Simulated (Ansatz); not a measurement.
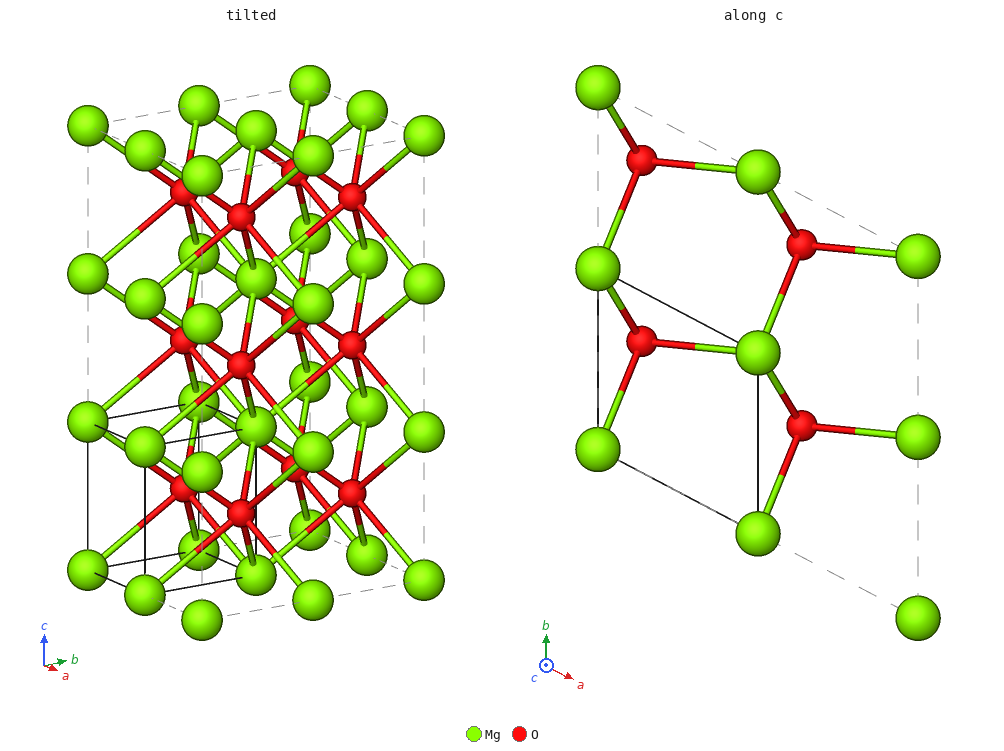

Crystal structure, ball-and-stick style, seen slightly off an axis and along the c axis. The unit cell (solid box) is repeated to 2×2×3 cells. Cell: a = 3.068 Å, b = 3.068 Å, c = 2.778 Å, α = 89.95°, β = 89.95°, γ = 117.80°.

What is this?

The formula is MgO. Strictly the space group is Amm2 (No. 38, within 0.01 Å). It is a distorted form of a primitive hexagonal structure, space group P-6m2 (No. 187) within 0.60 Å: tungsten carbide (WC) type. Cell content 1 Mg, 1 O; Z = 1. The neighbours of Mg are six O in a distorted trigonal prismatic arrangement at about 2.0 to 2.4 Å. The neighbours of O are six Mg in a distorted trigonal prismatic arrangement at about 2.0 to 2.4 Å. The bonds build a three-dimensional framework.

Provenance: a structure listed in the Materials Project. The cell was then strained or its atoms displaced on purpose. It was the input of a calculation with Ansatz.

At this level of theory the cell isn't at rest (stretched, at -8 GPa and forces up to 0.8 eV/Å), so its distances can differ from those at equilibrium, the more so the softer the solid.
